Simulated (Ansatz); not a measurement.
Input file:

```
crystal:
  lattice:
    - [3.5626762125, 0.0, 0.0]
    - [-1.7813381063, 3.0853681055, 0.0]
    - [0.0, 0.0, 5.1173385928]
  atoms:
    - { symbol: Si, position: [0.6666666667, 0.3333333333, 0.7358525199] }
    - { symbol: Si, position: [0.6666666667, 0.3333333333, 0.2641474801] }
    - { symbol: Si, position: [0.0, 0.0, 0.0] }
basis:
  ecutwfc: 420
kpoints:
  mp_grid: { grid: [18, 18, 10] }
hamiltonian:
  xc: pbe
scf:
  occupations: { method: gaussian, width: 0.1 }
output:
  forces: true
  stress: true
  eigenvalues: true
  write_density: true
  write_potential: true
  elf: true
  volumetric_format: npy
relax:
  adjacent_minimum: "off"
  f_tol: 0.01
  max_steps: 80
  cell: { stress_tol: 0.05 }
```

Command:

```sh
ansatz run input.yaml --threads 1 --pin off --max-ram 2560MiB --backend cpu --events-out ev --progress --plain --runs-dir out
```

Below, planes, directions and counts refer to the conventional cell (a = 3.56 Å, b = 3.56 Å, c = 5.12 Å, α = 90.00°, β = 90.00°, γ = 120.00°).

The fields are those of the relaxed geometry.

Space group P-6m2; a structure generated by program, which may or may not match a known phase.

All numbers below come from DFT PBE, scalar-relativistic, plane waves, PAW (Ansatz).

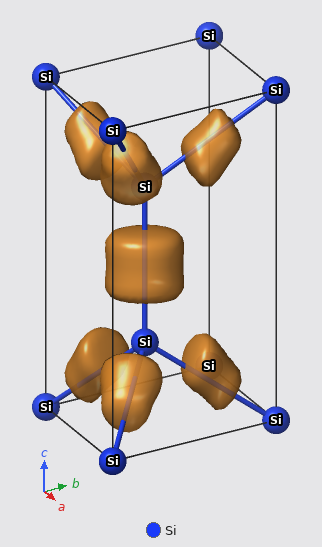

Si. Isosurface of the ELF at 0.8 (orange), seen slightly off an axis. Core shells and regions of very low density are left out. Sticks mark near contacts.

Identify the bonds, lone pairs and shells in this picture.

The surface consists of seven regions between bonded Si–Si atoms, counted in one cell of 3 atoms. Regions shared between cells count once. Along the contacts the grid gives the following. Si–Si (2.41 Å): the ELF peaks at about 0.90 between the atoms. Si–Si (2.46 Å): the ELF peaks at about 0.85 between the atoms.

Metal or insulator at this level of theory?

It is gapless in this calculation (a metal or semimetal).
